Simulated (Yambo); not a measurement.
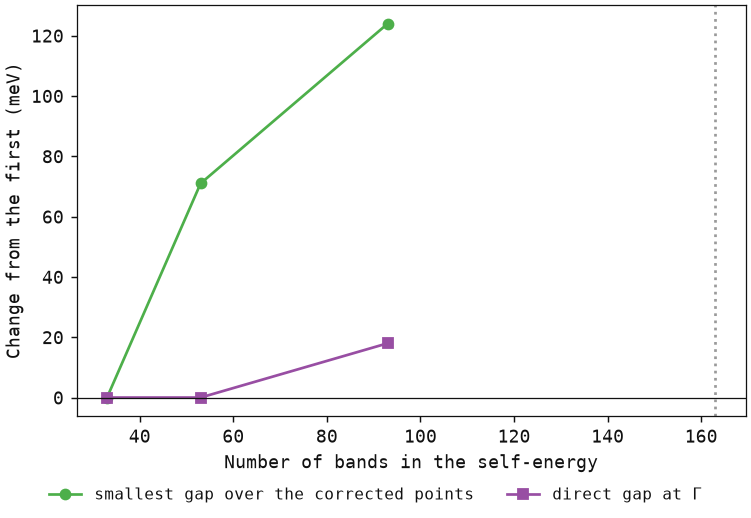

G0W0 gaps of zincblende BAs, space group F-43m, 2 atoms in the primitive cell (cubic a = 4.777 Å) as the number of bands in the self-energy is raised, all else fixed. Method: PBEsol, PseudoDojo 0.4 SR PBEsol stringent, no spin polarisation, no spin-orbit coupling, 6×6×6 k mesh, 1415 eV cutoff, fixed occupations (Yambo).

```
number of bands in the self-energy  smallest gap over the corrected points (eV)  direct gap at Γ (eV)
                                33                                        1.731                 4.110
                                53                                        1.802                 4.110
                                93                                        1.855                 4.128
```

Estimate the values at 163 (dotted line), and the limit.

Lines in 1/N (N being the number of bands in the self-energy) through the last three points give 1.884 eV for the smallest gap over the corrected points and 4.128 eV for the direct gap at Γ. The run gives 1.880 and 4.137 eV. The same form through the last three runs, this one included, points to 1.92 and 4.15 eV in the limit of this setting.

Spin-orbit coupling is left out, which matters for As. The settings that aren't varied aren't converged either.
